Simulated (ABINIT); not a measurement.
## Phonon calculation of TiAl (part 2 of 2)

The same run, continued: TiAl (P4/mmm, 2 atoms in the cell); Kohn-Sham DFT of a periodic cell, LDA, PseudoDojo NC SR LDA v0.4.1 standard, no spin polarisation (ABINIT 10.8.3); cutoff 952.4 eV, 12×12×8 k-mesh, fermi-dirac of 0.1 eV. The structure derives from an entry of the Crystallography Open Database.

Geometry of the input (Å; fractional positions):
```
2.8373  0.0000  0.0000
0.0000  2.8373  0.0000
0.0000  0.0000  4.0591
Ti 0.0000  0.0000  0.0000
Al 0.5000  0.5000  0.5000
```

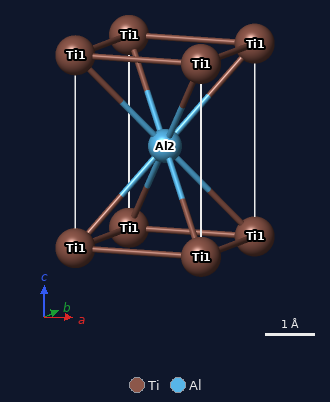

*The input geometry (ball-and-stick view of the cell of the calculation, seen slightly off an axis; atoms are numbered from 1 in the order of the input). An atom can appear more than once, as a periodic image.*

Output, continued
```
================================================================================
== DATASET  2 ==================================================================

--- !DatasetInfo
iteration_state: {dtset: 2, }
dimensions: {natom: 2, nkpt: 580, mband: 16, nsppol: 1, nspinor: 1, nspden: 1, mpw: 2212, }
cutoff_energies: {ecut:  35.0, pawecutdg:  -1.0, }
electrons: {nelect:   1.50000000E+01, charge:   0.00000000E+00, occopt:   3.00000000E+00, tsmear:   3.67493222E-03, }
meta: {optdriver: 1, rfphon: 1, }
...

 mkfilename : getwfk/=0, take file _WFK from output of DATASET   1.

 Exchange-correlation functional for the present dataset will be:
  LDA: Perdew-Wang 92 LSD fit to Ceperley-Alder data - ixc=7
  J.P.Perdew and Y.Wang, PRB 45, 13244 (1992)

 Real(R)+Recip(G) space primitive vectors, cartesian coordinates (Bohr,Bohr^-1):
 R(1)=  5.3617199  0.0000000  0.0000000  G(1)=  0.1865073  0.0000000  0.0000000
 R(2)=  0.0000000  5.3617199  0.0000000  G(2)=  0.0000000  0.1865073  0.0000000
 R(3)=  0.0000000  0.0000000  7.6705873  G(3)=  0.0000000  0.0000000  0.1303681
 Unit cell volume ucvol=  2.2051436E+02 bohr^3
 Angles (23,13,12)=  9.00000000E+01  9.00000000E+01  9.00000000E+01 degrees
 setup1 : take into account q-point for computing boxcut.

 getcut: wavevector=  0.0000  0.0000  0.0000  ngfft=  30  30  45
         ecut(hartree)=     35.000   => boxcut(ratio)=   2.10096
--------------------------------------------------------------------------------

 ==>  initialize data related to q vector <==

 The list of irreducible perturbations for this q vector is:
    1)    idir= 1    ipert=   1
    2)    idir= 3    ipert=   1
    3)    idir= 1    ipert=   2
    4)    idir= 3    ipert=   2

================================================================================

 The perturbation idir=   2  ipert=   1 is
 symmetric of a previously calculated perturbation.
 So, its SCF calculation is not needed.

 The perturbation idir=   2  ipert=   2 is
 symmetric of a previously calculated perturbation.
 So, its SCF calculation is not needed.

--------------------------------------------------------------------------------
 Perturbation wavevector (in red.coord.)   0.000000  0.000000  0.000000
 Perturbation : displacement of atom   1   along direction   1
 Found     4 symmetries that leave the perturbation invariant.
 symkpt : the number of k-points, thanks to the symmetries,
 is reduced to   245 .

--------------------------------------------------------------------------------

--------------------------------------------------------------------------------

 dfpt_looppert : total number of electrons, from k and k+q
  fully or partially occupied states are    1.500000E+01 and    1.500000E+01.
 Initialisation of the first-order wave-functions :
  ireadwf=   0

--- !BeginCycle
iteration_state: {dtset: 2, }
solver: {iscf: 7, nstep: 80, nline: 4, wfoptalg: 0, }
tolerances: {tolvrs: 1.00E-08, }
...

     iter   2DEtotal(Ha)        deltaE(Ha) residm    vres2
-ETOT  1   2.3474926599104     -2.787E+03 2.599E+01 1.677E+02
 ETOT  2   1.1912592115493     -1.156E+00 1.693E-01 1.375E+01
 ETOT  3   1.1835334920900     -7.726E-03 4.172E-03 5.715E-01
 ETOT  4   1.1829212782484     -6.122E-04 2.672E-04 4.351E-02
 ETOT  5   1.1828696158730     -5.166E-05 2.650E-05 8.545E-05
 ETOT  6   1.1828696253035      9.431E-09 1.916E-06 1.382E-04
 ETOT  7   1.1828695707066     -5.460E-08 1.723E-07 3.785E-07
 ETOT  8   1.1828695704537     -2.528E-10 1.497E-08 9.848E-10

 At SCF step    8       vres2   =  9.85E-10 < tolvrs=  1.00E-08 =>converged.
================================================================================

 ----iterations are completed or convergence reached----

 Mean square residual over all n,k,spin=   27.282E-12; max=  14.966E-09

 2DEtotal=    0.1182869570E+01 Ha. Also 2DEtotal=    0.321875207602E+02 eV
    (2DErelax=   -2.7881032678E+03 Ha. 2DEnonrelax=    2.7892861374E+03 Ha)
    (  non-var. 2DEtotal :    1.1828505533E+00 Ha)

--------------------------------------------------------------------------------
 Perturbation wavevector (in red.coord.)   0.000000  0.000000  0.000000
 Perturbation : displacement of atom   1   along direction   3
 Found     8 symmetries that leave the perturbation invariant.
 symkpt : the number of k-points, thanks to the symmetries,
 is reduced to   140 .

--------------------------------------------------------------------------------

--------------------------------------------------------------------------------

 dfpt_looppert : total number of electrons, from k and k+q
  fully or partially occupied states are    1.500000E+01 and    1.500000E+01.
 Initialisation of the first-order wave-functions :
  ireadwf=   0

--- !BeginCycle
iteration_state: {dtset: 2, }
solver: {iscf: 7, nstep: 80, nline: 4, wfoptalg: 0, }
tolerances: {tolvrs: 1.00E-08, }
...

     iter   2DEtotal(Ha)        deltaE(Ha) residm    vres2
-ETOT  1   11.128295059987     -5.958E+03 5.330E+01 2.506E+04
 ETOT  2   3.2685849050915     -7.860E+00 3.896E-01 7.405E+02
 ETOT  3   3.0821856649538     -1.864E-01 9.312E-03 1.246E+01
 ETOT  4   3.0740165385879     -8.169E-03 1.438E-03 1.019E-01
 ETOT  5   3.0739089596920     -1.076E-04 7.082E-05 3.171E-03
 ETOT  6   3.0739051635421     -3.796E-06 2.343E-05 1.654E-04
 ETOT  7   3.0739051362527     -2.729E-08 1.147E-06 9.617E-05
 ETOT  8   3.0739050984304     -3.782E-08 4.102E-07 3.918E-08
 ETOT  9   3.0739050984759      4.547E-11 2.028E-08 4.511E-10

 At SCF step    9       vres2   =  4.51E-10 < tolvrs=  1.00E-08 =>converged.
================================================================================

 ----iterations are completed or convergence reached----

 Mean square residual over all n,k,spin=   16.648E-12; max=  20.276E-09

 2DEtotal=    0.3073905098E+01 Ha. Also 2DEtotal=    0.836452189181E+02 eV
    (2DErelax=   -5.9658039482E+03 Ha. 2DEnonrelax=    5.9688778533E+03 Ha)
    (  non-var. 2DEtotal :    3.0738984493E+00 Ha)

--------------------------------------------------------------------------------
 Perturbation wavevector (in red.coord.)   0.000000  0.000000  0.000000
 Perturbation : displacement of atom   2   along direction   1
 Found     4 symmetries that leave the perturbation invariant.
 symkpt : the number of k-points, thanks to the symmetries,
 is reduced to   245 .

--------------------------------------------------------------------------------

--------------------------------------------------------------------------------

 dfpt_looppert : total number of electrons, from k and k+q
  fully or partially occupied states are    1.500000E+01 and    1.500000E+01.
 Initialisation of the first-order wave-functions :
  ireadwf=   0

--- !BeginCycle
iteration_state: {dtset: 2, }
solver: {iscf: 7, nstep: 80, nline: 4, wfoptalg: 0, }
tolerances: {tolvrs: 1.00E-08, }
...

     iter   2DEtotal(Ha)        deltaE(Ha) residm    vres2
-ETOT  1   1.2169936940381     -1.385E+01 8.748E-01 9.996E+01
 ETOT  2   1.1831923076236     -3.380E-02 1.350E-02 4.029E-01
 ETOT  3   1.1830166364381     -1.757E-04 8.919E-04 5.994E-02
 ETOT  4   1.1829694254982     -4.721E-05 1.594E-04 3.092E-03
 ETOT  5   1.1829664099919     -3.016E-06 1.316E-05 1.700E-05
 ETOT  6   1.1829664035235     -6.468E-09 2.568E-06 1.386E-05
 ETOT  7   1.1829663981278     -5.396E-09 2.194E-07 1.529E-07
 ETOT  8   1.1829663980658     -6.195E-11 4.108E-08 9.523E-11

 At SCF step    8       vres2   =  9.52E-11 < tolvrs=  1.00E-08 =>converged.
================================================================================

 ----iterations are completed or convergence reached----

 Mean square residual over all n,k,spin=   18.303E-12; max=  41.075E-09

 2DEtotal=    0.1182966398E+01 Ha. Also 2DEtotal=    0.321901555738E+02 eV
    (2DErelax=   -1.3888104158E+01 Ha. 2DEnonrelax=    1.5071070556E+01 Ha)
    (  non-var. 2DEtotal :    1.1829664753E+00 Ha)

--------------------------------------------------------------------------------
 Perturbation wavevector (in red.coord.)   0.000000  0.000000  0.000000
 Perturbation : displacement of atom   2   along direction   3
 Found     8 symmetries that leave the perturbation invariant.
 symkpt : the number of k-points, thanks to the symmetries,
 is reduced to   140 .

--------------------------------------------------------------------------------

--------------------------------------------------------------------------------

 dfpt_looppert : total number of electrons, from k and k+q
  fully or partially occupied states are    1.500000E+01 and    1.500000E+01.
 Initialisation of the first-order wave-functions :
  ireadwf=   0

--- !BeginCycle
iteration_state: {dtset: 2, }
solver: {iscf: 7, nstep: 80, nline: 4, wfoptalg: 0, }
tolerances: {tolvrs: 1.00E-08, }
...

     iter   2DEtotal(Ha)        deltaE(Ha) residm    vres2
-ETOT  1   6.4721937064085     -4.396E+01 2.626E+00 1.512E+04
 ETOT  2   3.2054154442536     -3.267E+00 9.303E-02 5.573E+02
 ETOT  3   3.0767594913033     -1.287E-01 4.752E-03 2.617E+00
 ETOT  4   3.0746946890696     -2.065E-03 9.029E-04 8.777E-02
 ETOT  5   3.0746100008726     -8.469E-05 4.276E-05 3.409E-04
 ETOT  6   3.0746097416150     -2.593E-07 1.409E-05 5.690E-07
 ETOT  7   3.0746097412455     -3.695E-10 5.865E-07 1.780E-08
 ETOT  8   3.0746097412547      9.202E-12 2.191E-07 3.821E-08
 ETOT  9   3.0746097412388     -1.592E-11 9.287E-09 2.874E-11

 At SCF step    9       vres2   =  2.87E-11 < tolvrs=  1.00E-08 =>converged.
================================================================================

 ----iterations are completed or convergence reached----

 Mean square residual over all n,k,spin=   98.473E-13; max=  92.866E-10

 2DEtotal=    0.3074609741E+01 Ha. Also 2DEtotal=    0.836643932245E+02 eV
    (2DErelax=   -4.7354840111E+01 Ha. 2DEnonrelax=    5.0429449852E+01 Ha)
    (  non-var. 2DEtotal :    3.0746098702E+00 Ha)

================================================================================

 ---- first-order wavefunction calculations are completed ----

 ==> Compute Derivative Database <==

  Dynamical matrix, in cartesian coordinates,
   if specified in the inputs, asr has been imposed
     j1       j2             matrix element
  dir pert dir pert     real part    imaginary part

   1    1   1    1         0.0411493036         0.0000000000
   1    1   1    2        -0.0411493036         0.0000000000

   2    1   2    1         0.0411493036         0.0000000000
   2    1   2    2        -0.0411493036         0.0000000000

   3    1   3    1         0.0522547273         0.0000000000
   3    1   3    2        -0.0522547273         0.0000000000

   1    2   1    1        -0.0411491336         0.0000000000
   1    2   1    2         0.0411491336         0.0000000000

   2    2   2    1        -0.0411491336         0.0000000000
   2    2   2    2         0.0411491336         0.0000000000

   3    2   3    1        -0.0522547624         0.0000000000
   3    2   3    2         0.0522547624         0.0000000000

  Phonon wavevector (reduced coordinates) :  0.00000  0.00000  0.00000
 Phonon energies in Hartree :
   0.000000E+00  0.000000E+00  0.000000E+00  1.143720E-03  1.143720E-03
   1.288848E-03
 Phonon frequencies in cm-1    :
   0.000000E+00  0.000000E+00  0.000000E+00  2.510174E+02  2.510174E+02
   2.828695E+02

== END DATASET(S) ==============================================================
================================================================================

 -outvars: echo values of variables after computation  --------
            acell      5.3617199334E+00  5.3617199334E+00  7.6705873125E+00 Bohr
           etotal1    -6.1739091887E+01
           etotal2     3.0746097412E+00
            fcart1    -0.0000000000E+00 -0.0000000000E+00 -0.0000000000E+00
                      -0.0000000000E+00 -0.0000000000E+00 -0.0000000000E+00
            fcart2     0.0000000000E+00  0.0000000000E+00  0.0000000000E+00
                       0.0000000000E+00  0.0000000000E+00  0.0000000000E+00
           strten1     2.8005709071E-04  2.8005709071E-04  2.5616693930E-04
                       0.0000000000E+00  0.0000000000E+00  0.0000000000E+00
           strten2     0.0000000000E+00  0.0000000000E+00  0.0000000000E+00
                       0.0000000000E+00  0.0000000000E+00  0.0000000000E+00
           xangst      0.0000000000E+00  0.0000000000E+00  0.0000000000E+00
                       1.4186499990E+00  1.4186499990E+00  2.0295499986E+00
             xred      0.0000000000E+00  0.0000000000E+00  0.0000000000E+00
                       5.0000000000E-01  5.0000000000E-01  5.0000000000E-01
 Calculation completed.
```

File anaddb.abo
```
.Version 10.8.3 of ANADDB
================================================================================

 -outvars_anaddb: echo values of input variables ----------------------

 Miscellaneous information :
       eivec         1
         asr         1
      chneut         0
 First list of wavevector (reduced coord.) :
       nph1l         1
       qph1l
                     0.00000000E+00  0.00000000E+00  0.00000000E+00    1.000E+00

================================================================================

 read the DDB information and perform some checks

  ==== Info on the Cryst% object ====
 Real(R)+Recip(G) space primitive vectors, cartesian coordinates (Bohr,Bohr^-1):
 R(1)=  5.3617199  0.0000000  0.0000000  G(1)=  0.1865073  0.0000000  0.0000000
 R(2)=  0.0000000  5.3617199  0.0000000  G(2)=  0.0000000  0.1865073  0.0000000
 R(3)=  0.0000000  0.0000000  7.6705873  G(3)=  0.0000000  0.0000000  0.1303681
 Unit cell volume ucvol=  2.2051436E+02 bohr^3
 Angles (23,13,12)=  9.00000000E+01  9.00000000E+01  9.00000000E+01 degrees
 Time-reversal symmetry is present
 Reduced atomic positions [iatom, xred, symbol]:
    1)    0.0000000  0.0000000  0.0000000  Ti
    2)    0.5000000  0.5000000  0.5000000  Al

 DDB file with 3 blocks has been read.

================================================================================

 Treat the first list of vectors

  Phonon wavevector (reduced coordinates) :  0.00000  0.00000  0.00000
 Phonon energies in Hartree :
   0.000000E+00  0.000000E+00  0.000000E+00  1.143720E-03  1.143720E-03
   1.288848E-03
 Phonon frequencies in cm-1    :
   0.000000E+00  0.000000E+00  0.000000E+00  2.510174E+02  2.510174E+02
   2.828695E+02

 Eigendisplacements
 (will be given, for each mode : in cartesian coordinates
   for each atom the real part of the displacement vector,
   then the imaginary part of the displacement vector - absolute values smaller than 1.0d-7 are set to zero)
  Mode number    1   Energy    0.000000E+00
 Attention : low frequency mode.
   (Could be unstable or acoustic mode)
   1  0.00000000E+00  2.35159102E-07 -2.70701476E-03
      0.00000000E+00  0.00000000E+00  0.00000000E+00
   2  0.00000000E+00  2.35159588E-07 -2.70701386E-03
      0.00000000E+00  0.00000000E+00  0.00000000E+00
  Mode number    2   Energy    0.000000E+00
 Attention : low frequency mode.
   (Could be unstable or acoustic mode)
   1  0.00000000E+00 -2.70701242E-03 -2.35159305E-07
      0.00000000E+00  0.00000000E+00  0.00000000E+00
   2  0.00000000E+00 -2.70701801E-03 -2.35159226E-07
      0.00000000E+00  0.00000000E+00  0.00000000E+00
  Mode number    3   Energy    0.000000E+00
 Attention : low frequency mode.
   (Could be unstable or acoustic mode)
   1  2.70701243E-03  0.00000000E+00  0.00000000E+00
      0.00000000E+00  0.00000000E+00  0.00000000E+00
   2  2.70701802E-03  0.00000000E+00  0.00000000E+00
      0.00000000E+00  0.00000000E+00  0.00000000E+00
  Mode number    4   Energy    1.143720E-03
   1  0.00000000E+00  2.03211104E-03  0.00000000E+00
      0.00000000E+00  0.00000000E+00  0.00000000E+00
   2  0.00000000E+00 -3.60606842E-03  0.00000000E+00
      0.00000000E+00  0.00000000E+00  0.00000000E+00
  Mode number    5   Energy    1.143720E-03
   1  2.03211104E-03  0.00000000E+00  0.00000000E+00
      0.00000000E+00  0.00000000E+00  0.00000000E+00
   2 -3.60606842E-03  0.00000000E+00  0.00000000E+00
      0.00000000E+00  0.00000000E+00  0.00000000E+00
  Mode number    6   Energy    1.288848E-03
   1  0.00000000E+00  0.00000000E+00  2.03210792E-03
      0.00000000E+00  0.00000000E+00  0.00000000E+00
   2  0.00000000E+00  0.00000000E+00 -3.60607154E-03
      0.00000000E+00  0.00000000E+00  0.00000000E+00

 Analysis of degeneracies and characters (maximum tolerance=1.00E-06 a.u.)
 For each vibration mode, or group of modes if degenerate,
 the characters are given for each symmetry operation (see the list in the log file).
 Symmetry characters of vibration mode #   1
       degenerate with vibration modes #   2 to    3
  3.0 -3.0 -1.0  1.0 -1.0  1.0 -1.0  1.0  1.0 -1.0 -1.0  1.0  1.0 -1.0 -1.0  1.0
 Symmetry characters of vibration mode #   4
        degenerate with vibration mode #   5
  2.0 -2.0 -0.0  0.0 -2.0  2.0  0.0 -0.0  0.0 -0.0 -0.0  0.0 -0.0  0.0 -0.0  0.0
 Symmetry characters of vibration mode #   6
  1.0 -1.0 -1.0  1.0  1.0 -1.0 -1.0  1.0  1.0 -1.0 -1.0  1.0  1.0 -1.0 -1.0  1.0

================================================================================

 anaddb : the run completed successfully.
```
